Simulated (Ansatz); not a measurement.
This input was run:

```yaml
crystal:
  lattice:
    - [2.297757, -1.679132, 0.0]
    - [2.297757, 1.679132, 0.0]
    - [-0.8433432681, 0.0, 5.0594363927]
  atoms:
    - { symbol: Cu, position: [0.4968, 0.0032, 0.5] }
    - { symbol: Cu, position: [0.0032, 0.4968, 0.0] }
    - { symbol: O, position: [0.4056, 0.5714, 0.7537] }
    - { symbol: O, position: [0.5714, 0.4056, 0.2537] }
hamiltonian:
  xc: pbesol
  pseudopotentials: { kind: paw }
kpoints:
  mp_grid: { grid: [8, 8, 5] }
  band_path:
    path:
      - [[0.0, 0.0, 0.0], [-0.5, -0.5, 0.0], [-0.5239584144, -0.5239584144, 0.3252789714], [-0.5, -0.5, 0.5], [-0.6329975919, -0.3670024081, 0.5]]
      - [[-0.3670024081, 0.3670024081, 0.5], [0.0, 0.0, 0.5], [-0.4760415856, -0.4760415856, 0.6747210286]]
      - [[-0.5, -0.5, 0.0], [-0.6127843635, -0.3872156365, 0.0]]
      - [[-0.3872156365, 0.3872156365, 0.0], [0.0, 0.0, 0.0], [-0.5, 0.0, 0.0]]
      - [[-0.5, 0.0, 0.5], [0.0, 0.0, 0.0]]
    npoints: 14
scf:
  occupations: { method: fermi_dirac, width: 0.05 }
  n_extra_bands: 10
output:
  forces: true
  stress: true
  eigenvalues: true
  fatbands: false
  write_density: true
  write_potential: true
  elf: true
  volumetric_format: npy
```

System: CuO, space group Cc, 4 atoms in the primitive cell.

Ansatz 0.2.0; PBEsol, Ansatz PAW, no spin polarisation, no spin-orbit coupling, 8×8×5 k mesh, 420 eV cutoff, Fermi-Dirac smearing of 0.05 eV.

Predict the main features of the band structure. The path is Γ–Y–F–L–I|I1–Z–F1|Y–X1|X–Γ–N|M–Γ.

A metal: 2 bands cross the Fermi level along this path. Bands cross the Fermi level on Γ–Y, F–L, I1–Z, Z–F1, X–Γ, Γ–N and M–Γ, and not on Y–F, L–I and Y–X1. At Y the nearest levels lie 0.64 eV below and 1.14 eV above the Fermi level.

The run has no spin polarisation, though such a crystal can be magnetic. Semilocal functionals often make such compounds metallic where correlation or magnetic order opens a gap, which also shifts bond lengths. The PAW data sets were made with another functional. The k mesh is thin for a metal, so its Fermi level is uncertain. The cell is under a strain of −2 % (biaxial). The cell is at 4 GPa in this functional. In reduced coordinates of the cell that was run, Y is (−0.5, −0.5, 0), F is (−0.524, −0.524, 0.325), L is (−0.5, −0.5, 0.5), I is (−0.633, −0.367, 0.5), I1 is (−0.367, 0.367, 0.5), Z is (0, 0, 0.5), F1 is (−0.476, −0.476, 0.675), X1 is (−0.613, −0.387, 0), X is (−0.387, 0.387, 0), N is (−0.5, 0, 0) and M is (−0.5, 0, 0.5).

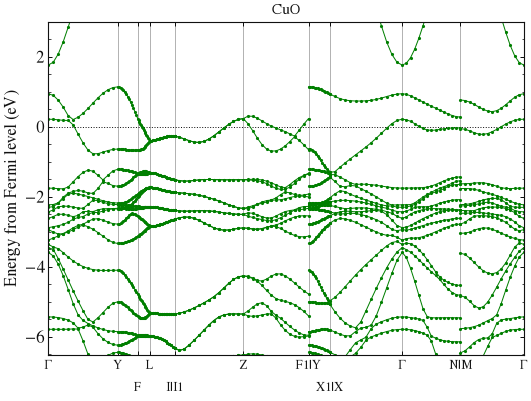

Band structure. Energies are counted from the Fermi level.
